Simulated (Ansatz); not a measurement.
# Run report: InAs, geometry relaxation (part 3 of 3)

The same run, continued: InAs (slab, 12 atoms in the cell); DFT PBE, scalar-relativistic, plane waves, PAW, no spin polarisation (Ansatz 0.2.0); cutoff 420 eV, 8×6×1 k-mesh, Gaussian smearing of 0.1 eV. The structure derives from an entry of the Crystallography Open Database. It belongs to a series of runs on one base structure; here: (1 1 0) slab, atoms relaxed.

Geometry of the input (Å; fractional positions):
```
4.3747  0.0000  0.0000
0.0000  6.1868  0.0000
0.0000  0.0000  25.9367
In 0.5000  0.5000  0.2892
As 0.0000  0.2500  0.2892
In 0.0000  0.0000  0.3735
As 0.5000  0.7500  0.3735
In 0.5000  0.5000  0.4578
As 0.0000  0.2500  0.4578
In 0.0000  0.0000  0.5422
As 0.5000  0.7500  0.5422
In 0.5000  0.5000  0.6265
As 0.0000  0.2500  0.6265
In 0.0000  0.0000  0.7108
As 0.5000  0.7500  0.7108
```

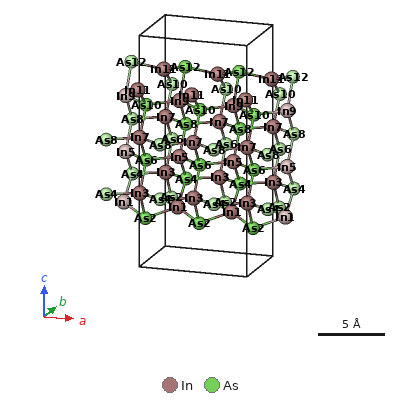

Fig. 1: The geometry at step 4 of the log (ball-and-stick view of the 2 × 1 repeat of the cell, with the vacuum cut short, seen slightly off an axis; neighbours outside the cell are drawn fainter; atoms are numbered from 1 in the order of the input).

## Output, continued
```
--- Band table (eV; the first three rows and the last of 20) ---
  k-point 0: bands = ["-33.7898", "-33.7896", "-33.7837", "-33.7836", "-33.7828", "-33.7826", "-33.7700", "-33.7699", "-33.7654", "-33.7652", "-33.7392", "-33.7390", "-33.7360", "-33.7360", "-33.7317", "-33.7316", "-33.7284", "-33.7284", "-33.7278", "-33.7278", "-33.5727", "-33.5724", "-33.5647", "-33.5645", "-33.5452", "-33.5450", "-33.5258", "-33.5256", "-33.5221", "-33.5219", "-13.3399", "-13.3395", "-13.2573", "-13.2511", "-13.2134", "-13.2080", "-13.1953", "-13.1951", "-13.1871", "-13.1460", "-13.1430", "-13.1428", "-13.1147", "-13.0922", "-13.0876", "-13.0812", "-13.0650", "-13.0587", "-13.0442", "-13.0395", "-13.0355", "-13.0322", "-13.0191", "-13.0063", "-13.0028", "-13.0001", "-12.9848", "-12.9819", "-12.9794", "-12.9773", "-10.1313", "-9.7571", "-9.1820", "-8.7725", "-8.5627", "-8.5250", "-4.3118", "-4.0393", "-3.3683", "-2.9205", "-2.2110", "-1.4950", "-1.4458", "-1.0607", "-0.8238", "-0.5972", "-0.5197", "-0.1615", "0.0043", "0.5539", "0.7550", "0.7622", "0.9285", "1.1232", "1.6183", "2.4301", "2.8422", "2.9243", "3.2308", "3.2619", "3.5684", "4.1774", "4.8707", "4.9821", "5.0388", "5.1913", "5.3780", "5.6855", "5.6911", "5.7012", "5.8236"]
  k-point 1: bands = ["-33.7898", "-33.7897", "-33.7837", "-33.7836", "-33.7828", "-33.7826", "-33.7700", "-33.7699", "-33.7654", "-33.7652", "-33.7392", "-33.7391", "-33.7360", "-33.7360", "-33.7317", "-33.7316", "-33.7284", "-33.7284", "-33.7278", "-33.7278", "-33.5727", "-33.5724", "-33.5647", "-33.5645", "-33.5452", "-33.5450", "-33.5258", "-33.5256", "-33.5221", "-33.5219", "-13.3431", "-13.3427", "-13.2544", "-13.2499", "-13.2092", "-13.2036", "-13.1949", "-13.1946", "-13.1850", "-13.1475", "-13.1423", "-13.1421", "-13.1145", "-13.0994", "-13.0854", "-13.0825", "-13.0662", "-13.0606", "-13.0470", "-13.0411", "-13.0394", "-13.0346", "-13.0170", "-13.0046", "-13.0025", "-12.9990", "-12.9844", "-12.9815", "-12.9788", "-12.9773", "-10.0506", "-9.6906", "-9.1511", "-8.7933", "-8.6755", "-8.6542", "-4.1195", "-4.0773", "-3.5479", "-2.9423", "-2.3037", "-1.5060", "-1.1546", "-1.1434", "-0.7305", "-0.4407", "-0.3926", "-0.1109", "0.0451", "0.5239", "0.6139", "0.8048", "0.8074", "0.9234", "2.0684", "2.3442", "2.7517", "2.7821", "3.1379", "3.1532", "3.6466", "4.1288", "4.7107", "4.8047", "5.3844", "5.4310", "5.4981", "5.6565", "5.6840", "5.7337", "6.0125"]
  k-point 2: bands = ["-33.7898", "-33.7896", "-33.7837", "-33.7836", "-33.7828", "-33.7826", "-33.7700", "-33.7699", "-33.7654", "-33.7652", "-33.7392", "-33.7391", "-33.7360", "-33.7360", "-33.7317", "-33.7316", "-33.7284", "-33.7284", "-33.7278", "-33.7278", "-33.5727", "-33.5724", "-33.5647", "-33.5645", "-33.5452", "-33.5450", "-33.5258", "-33.5256", "-33.5221", "-33.5219", "-13.3488", "-13.3485", "-13.2501", "-13.2484", "-13.1955", "-13.1939", "-13.1937", "-13.1926", "-13.1809", "-13.1551", "-13.1408", "-13.1406", "-13.1168", "-13.1133", "-13.0816", "-13.0787", "-13.0698", "-13.0643", "-13.0529", "-13.0486", "-13.0438", "-13.0402", "-13.0121", "-13.0033", "-13.0010", "-12.9973", "-12.9833", "-12.9811", "-12.9777", "-12.9773", "-9.8185", "-9.5034", "-9.0836", "-9.0496", "-8.8770", "-8.8381", "-4.1026", "-3.8586", "-3.6475", "-3.0677", "-2.4613", "-1.8964", "-0.7981", "-0.5928", "-0.4595", "-0.2159", "-0.1148", "0.1288", "0.1535", "0.4299", "0.4710", "0.5017", "0.5504", "0.5777", "2.1959", "2.3691", "2.6815", "2.7479", "3.0164", "3.1834", "3.8265", "4.0741", "4.5403", "4.6188", "5.4421", "5.4875", "5.7253", "5.7725", "5.9252", "5.9761", "6.0759"]
  k-point 19: bands = ["-33.7898", "-33.7896", "-33.7839", "-33.7837", "-33.7827", "-33.7825", "-33.7698", "-33.7696", "-33.7655", "-33.7653", "-33.7390", "-33.7390", "-33.7361", "-33.7361", "-33.7316", "-33.7316", "-33.7285", "-33.7285", "-33.7276", "-33.7276", "-33.5724", "-33.5721", "-33.5648", "-33.5645", "-33.5454", "-33.5452", "-33.5258", "-33.5256", "-33.5220", "-33.5218", "-13.3175", "-13.3173", "-13.2527", "-13.2525", "-13.2288", "-13.2287", "-13.2005", "-13.2005", "-13.1902", "-13.1900", "-13.1862", "-13.1861", "-13.0841", "-13.0839", "-13.0688", "-13.0688", "-13.0608", "-13.0608", "-13.0454", "-13.0454", "-13.0303", "-13.0302", "-13.0076", "-13.0076", "-12.9949", "-12.9948", "-12.9911", "-12.9910", "-12.9753", "-12.9752", "-8.9183", "-8.9182", "-8.6864", "-8.6863", "-8.3561", "-8.3559", "-4.3706", "-4.3705", "-4.0812", "-4.0810", "-4.0251", "-4.0250", "-1.5053", "-1.5052", "-1.1990", "-1.1989", "-0.8480", "-0.8480", "-0.3578", "-0.3578", "0.0588", "0.0589", "0.3872", "0.3873", "2.2727", "2.2728", "3.5237", "3.5237", "3.8925", "3.8926", "4.5968", "4.5969", "5.2819", "5.2819", "5.6783", "5.6785", "6.0336", "6.0336", "6.1164", "6.1165", "6.5553"]
--- Relaxed structure (6 steps of the walk, 6 accepted, 0 SCFs on fresh bases) ---
  F+E_penalty+E_count = -62725.30054709 eV   max|allowed force component| = 6.618e-3 eV/Å
  atoms:
    - { symbol: In, position: [0.5, 0.4455872757145321, 0.3085439973595436] }
    - { symbol: As, position: [0.0, 0.23695297952294325, 0.278980935573186] }
    - { symbol: In, position: [0.0, 0.01903043830735699, 0.3686995620970867] }
    - { symbol: As, position: [0.5, 0.7687459958601185, 0.3754655859712901] }
    - { symbol: In, position: [0.5, 0.5156884201270823, 0.46045761192208573] }
    - { symbol: As, position: [0.0, 0.2640222995728725, 0.4554500852601431] }
    - { symbol: In, position: [0.0, 0.015684178146626596, 0.5395416246884328] }
    - { symbol: As, position: [0.5, 0.7640217603652687, 0.5445510791159491] }
    - { symbol: In, position: [0.5, 0.5190269626868664, 0.6312975683434603] }
    - { symbol: As, position: [0.0, 0.2687365136218852, 0.6245373092222278] }
    - { symbol: In, position: [0.0, -0.05442999230887376, 0.6914558919955656] }
    - { symbol: As, position: [0.5, 0.7369331683833212, 0.7210187484510288] }
```

## Trajectory as extended XYZ (Å, eV, eV/Å), 6 frames, from step=1 to step=6
```
12
Lattice="4.3747 0.0000 0.0000 0.0000 6.1868 0.0000 0.0000 0.0000 25.9367" Properties=species:S:1:pos:R:3:forces:R:3 step=1 energy=-62724.10368
In    2.1873    3.0934    7.5000    0.0000  -0.8212   0.9991
As    0.0000    1.5467    7.5000    0.0000   0.1597  -1.0206
In    0.0000    0.0000    9.6874    0.0000   0.2440   0.1198
As    2.1873    4.6401    9.6874    0.0000   0.4760  -0.3468
In    2.1873    3.0934   11.8747    0.0000  -0.1406   0.1337
As    0.0000    1.5467   11.8747    0.0000   0.0821   0.1336
In    0.0000    0.0000   14.0620    0.0000  -0.1406  -0.1338
As    2.1873    4.6401   14.0620    0.0000   0.0821  -0.1336
In    2.1873    3.0934   16.2494    0.0000   0.2440  -0.1198
As    0.0000    1.5467   16.2494    0.0000   0.4760   0.3468
In    0.0000    0.0000   18.4367    0.0000  -0.8212  -0.9991
As    2.1873    4.6401   18.4367    0.0000   0.1597   1.0206
12
Lattice="4.3747 0.0000 0.0000 0.0000 6.1868 0.0000 0.0000 0.0000 25.9367" Properties=species:S:1:pos:R:3:forces:R:3 step=2 energy=-62724.82126
In    2.1873    2.9706    7.6513    0.0000  -0.4122   0.6881
As    0.0000    1.5262    7.3547    0.0000  -0.1612  -0.4475
In    0.0000    0.0615    9.6797    0.0000   0.3042  -0.2378
As    2.1873    4.7107    9.6633    0.0000   0.0950   0.0316
In    2.1873    3.0904   11.8756    0.0000   0.1204  -0.1293
As    0.0000    1.5609   11.8956    0.0000   0.0544   0.0052
In    0.0000   -0.0030   14.0611    0.0000   0.1204   0.1302
As    2.1873    4.6542   14.0411    0.0000   0.0545  -0.0062
In    2.1873    3.1549   16.2571    0.0000   0.3040   0.2385
As    0.0000    1.6173   16.2735    0.0000   0.0951  -0.0325
In    0.0000   -0.1228   18.2855    0.0000  -0.4126  -0.6879
As    2.1873    4.6195   18.5821    0.0000  -0.1612   0.4473
12
Lattice="4.3747 0.0000 0.0000 0.0000 6.1868 0.0000 0.0000 0.0000 25.9367" Properties=species:S:1:pos:R:3:forces:R:3 step=3 energy=-62725.18499
In    2.1873    2.8605    7.8121    0.0000  -0.1956   0.3350
As    0.0000    1.4787    7.2622    0.0000  -0.0675  -0.1118
In    0.0000    0.1197    9.6311    0.0000   0.1269  -0.1985
As    2.1873    4.7508    9.6763    0.0000  -0.0128   0.0477
In    2.1873    3.1255   11.8634    0.0000   0.1257  -0.0201
As    0.0000    1.5850   11.8834    0.0000   0.0233  -0.0278
In    0.0000    0.0321   14.0734    0.0000   0.1257   0.0185
As    2.1873    4.6784   14.0533    0.0000   0.0232   0.0295
In    2.1873    3.2131   16.3057    0.0000   0.1271   0.1973
As    0.0000    1.6574   16.2603    0.0000  -0.0129  -0.0463
In    0.0000   -0.2330   18.1246    0.0000  -0.1948  -0.3355
As    2.1873    4.5721   18.6746    0.0000  -0.0676   0.1122
12
Lattice="4.3747 0.0000 0.0000 0.0000 6.1868 0.0000 0.0000 0.0000 25.9367" Properties=species:S:1:pos:R:3:forces:R:3 step=4 energy=-62725.29102
In    2.1873    2.7583    7.9773    0.0000  -0.0122  -0.0124
As    0.0000    1.4470    7.2318    0.0000   0.0521   0.0350
In    0.0000    0.1451    9.5873    0.0000  -0.0721  -0.0325
As    2.1873    4.7658    9.7083    0.0000  -0.0035   0.0079
In    2.1873    3.1793   11.8878    0.0000   0.0561   0.0929
As    0.0000    1.6246   11.8472    0.0000  -0.0195  -0.0047
In    0.0000    0.0859   14.0488    0.0000   0.0559  -0.0902
As    2.1873    4.7179   14.0896    0.0000  -0.0194   0.0021
In    2.1873    3.2385   16.3494    0.0000  -0.0724   0.0344
As    0.0000    1.6725   16.2286    0.0000  -0.0033  -0.0102
In    0.0000   -0.3350   17.9595    0.0000  -0.0134   0.0130
As    2.1873    4.5405   18.7050    0.0000   0.0521  -0.0358
12
Lattice="4.3747 0.0000 0.0000 0.0000 6.1868 0.0000 0.0000 0.0000 25.9367" Properties=species:S:1:pos:R:3:forces:R:3 step=5 energy=-62725.30010
In    2.1873    2.7623    7.9937    0.0000  -0.0009   0.0207
As    0.0000    1.4699    7.2277    0.0000   0.0046  -0.0090
In    0.0000    0.1173    9.5498    0.0000  -0.0040   0.0289
As    2.1873    4.7542    9.7409    0.0000   0.0051  -0.0194
In    2.1873    3.1869   11.9460    0.0000  -0.0048  -0.0046
As    0.0000    1.6294   11.8091    0.0000  -0.0004  -0.0081
In    0.0000    0.0935   13.9908    0.0000  -0.0048   0.0027
As    2.1873    4.7227   14.1276    0.0000  -0.0004   0.0103
In    2.1873    3.2106   16.3872    0.0000  -0.0034  -0.0308
As    0.0000    1.6610   16.1956    0.0000   0.0049   0.0211
In    0.0000   -0.3309   17.9430    0.0000  -0.0003  -0.0212
As    2.1873    4.5635   18.7091    0.0000   0.0044   0.0095
12
Lattice="4.3747 0.0000 0.0000 0.0000 6.1868 0.0000 0.0000 0.0000 25.9367" Properties=species:S:1:pos:R:3:forces:R:3 step=6 energy=-62725.30055
In    2.1873    2.7567    8.0026    0.0000  -0.0010  -0.0016
As    0.0000    1.4660    7.2359    0.0000   0.0035   0.0029
In    0.0000    0.1177    9.5629    0.0000   0.0003  -0.0062
As    2.1873    4.7560    9.7384    0.0000  -0.0029   0.0031
In    2.1873    3.1904   11.9428    0.0000   0.0033  -0.0032
As    0.0000    1.6334   11.8129    0.0000  -0.0030   0.0050
In    0.0000    0.0970   13.9940    0.0000   0.0035   0.0037
As    2.1873    4.7268   14.1239    0.0000  -0.0031  -0.0055
In    2.1873    3.2111   16.3738    0.0000   0.0000   0.0066
As    0.0000    1.6626   16.1985    0.0000  -0.0029  -0.0036
In    0.0000   -0.3367   17.9341    0.0000  -0.0011   0.0018
As    2.1873    4.5592   18.7009    0.0000   0.0036  -0.0031
```

## Summary

- outcome: converged
- electrons treated: 168
- free energy: −62725.3005 eV
- work function, top face: 4.61 eV
- work function, bottom face: 4.61 eV
- Fermi energy: 1.371 eV
- gap on the k-point mesh: 0.50 eV
- final volume: 701.98 Å³
- work function (upper face): 4.61 eV
- largest force (length of the vector) at the end: 0.007 eV/Å
- hardware: 1 thread of Intel Xeon @ 2.50GHz (Skylake/Cascade Lake), 192 GiB of memory available, shared host
- wall time: 23 min
- peak memory: 1.5 GiB

## Notes

Warnings of the run: the exchange-correlation potential is rough where the density is thin.
